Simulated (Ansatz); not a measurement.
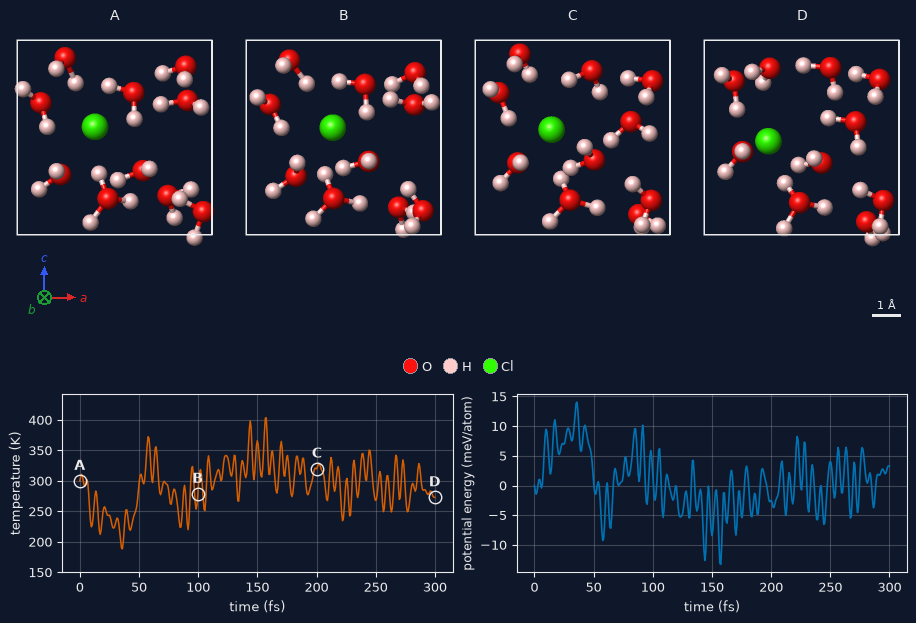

First-principles dynamics of a periodic cell with 10 H2O + 1 HCl at 1.025 g/cm³, 300 fs long. It starts from the last geometry of an earlier run, with fresh velocities. Frames (A at 0 fs, B at 100 fs, C at 200 fs, D at 300 fs) and the history of the run. The picture is a ball-and-stick view of the simulation cell, seen along the b axis. Atoms that leave the cell re-enter on the other side.

Level of theory: Ansatz, DFT PBE, scalar-relativistic, plane waves, PAW. Settings: plane-wave cutoff 420 eV; k-point mesh 1 × 1 × 1; Fermi-Dirac smearing 0.02 eV; low-accuracy preset; constant energy (NVE); velocities drawn for 300 K; time step 0.75 fs; H given the mass 2.014 u.

Input file:
```yaml
accuracy: low
crystal:
  lattice:
    - [7.054004, 0.0, 0.0]
    - [0.0, 7.054004, 0.0]
    - [0.0, 0.0, 7.054004]
  atoms:
    - { symbol: O, position: [0.95215477, 0.36986168, 0.11490996] }
    - { symbol: H, position: [0.90625326, 0.39915662, -0.01838116] }
    - { symbol: H, position: [0.83029084, 0.33481093, 0.18001971] }
    - { symbol: O, position: [0.46129592, 0.56599186, 0.18167759] }
    - { symbol: H, position: [0.57720124, 0.65696848, 0.16826832] }
    - { symbol: H, position: [0.37194929, 0.58421478, 0.05901453] }
    - { symbol: O, position: [0.11722033, 0.25305238, 0.67402041] }
    - { symbol: H, position: [0.14948607, 0.1980129, 0.55019225] }
    - { symbol: H, position: [0.02489519, 0.17173884, 0.74419963] }
    - { symbol: O, position: [0.21811303, 1.13470614, 0.30580492] }
    - { symbol: H, position: [0.10790123, 1.17037651, 0.22970021] }
    - { symbol: H, position: [0.19792822, 0.99793102, 0.32229291] }
    - { symbol: O, position: [0.24097866, 0.60760053, 0.90546986] }
    - { symbol: H, position: [0.29543673, 0.68900172, 0.77525875] }
    - { symbol: H, position: [0.19662695, 0.49283804, 0.84875292] }
    - { symbol: O, position: [0.5942754, 0.29796838, 0.7266538] }
    - { symbol: H, position: [0.46800622, 0.27969234, 0.76048025] }
    - { symbol: H, position: [0.59779989, 0.25248841, 0.59148994] }
    - { symbol: O, position: [0.76996864, 0.79614896, 0.19767879] }
    - { symbol: H, position: [0.80384447, 0.8722405, 0.08338053] }
    - { symbol: H, position: [0.88834848, 0.72445307, 0.22868442] }
    - { symbol: O, position: [0.861625, 0.98492145, 0.86173621] }
    - { symbol: H, position: [0.74311902, 1.05365312, 0.82515638] }
    - { symbol: H, position: [0.85609815, 0.86373496, 0.79407596] }
    - { symbol: O, position: [0.64167464, 0.18615633, 0.32540615] }
    - { symbol: H, position: [0.67479163, 0.04806942, 0.33460172] }
    - { symbol: H, position: [0.51287877, 0.17391203, 0.27701265] }
    - { symbol: O, position: [0.87037558, 0.58836695, 0.68592478] }
    - { symbol: H, position: [0.73346841, 0.55889849, 0.66622333] }
    - { symbol: H, position: [0.93966178, 0.47147029, 0.64997865] }
    - { symbol: Cl, position: [0.39480305, 0.77789635, 0.55047063] }
    - { symbol: H, position: [0.4157948, 0.6074921, 0.30960356] }
basis:
  ecutwfc: 420.0
kpoints:
  mp_grid: { grid: [1, 1, 1] }
hamiltonian:
  xc: pbe
scf:
  occupations: { method: fermi_dirac, width: 0.02 }
  lower_state_search: "off"
md:
  timestep: 0.75
  n_steps: 400
  ensemble: nve
  temperature: 300.0
  initial_velocities: maxwell_boltzmann
  seed: 665268
  masses: [{ species: H, mass: 2.014 }]
```

Command:
```bash
ansatz run input.yaml --threads 1 --pin off --max-ram 3072MiB --backend cpu --events-out ev --progress --plain --runs-dir out
```

Q: What happens in this trajectory?

A: In the second half of the run the atoms are, in the root-mean-square, this far from where they began (common drift taken out): H 0.90 Å, O 0.77 Å, Cl 0.52 Å. The heavy atoms stay within a fraction of a molecule's size of their starting places; so short a run doesn't tell a liquid from a solid. Bond changes: one H–O bond breaks at about 76 fs. The mean temperature in the second half is 304 K (standard deviation 30 K). The potential energy in the second half lies on average 0.5 meV per atom below the first frame.

Limits of the set-up: the program's low-accuracy preset was used; masses were changed (H 2.014 u), which shifts the vibrations; the periodic images lie only 7.1 Å apart, so the values are limited by the cell's size.
